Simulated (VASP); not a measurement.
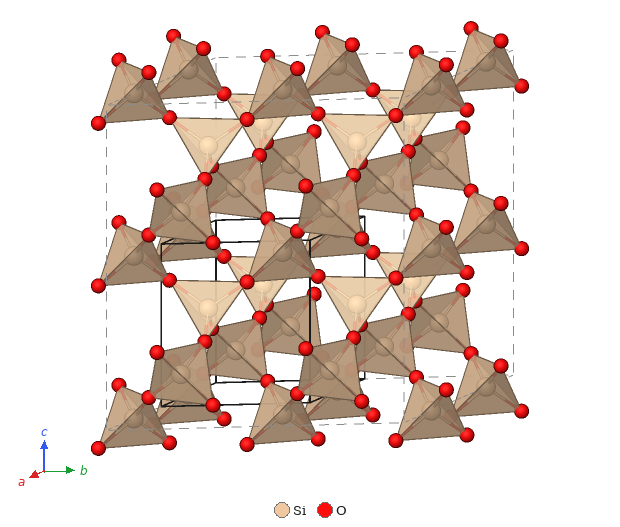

Polyhedra are drawn about Si (bonds: O–Si below 1.8 Å); other atoms are plain spheres.

SiO₂ (space group P6_422, No. 181): coordinates from a relaxation with VASP Kohn-Sham DFT of a periodic cell, LDA, VASP PAW LDA potentials, recommended (VASP).

Sharing among the drawn polyhedra:

| site | polyhedron | corner-sharing neighbours | edge-sharing | face-sharing | bond (Å) |
| --- | --- | --- | --- | --- | --- |
| Si | SiO4 tetrahedron | 4 | 0 | 0 | 1.60 |

They form a three-dimensional framework of corner-sharing tetrahedra.
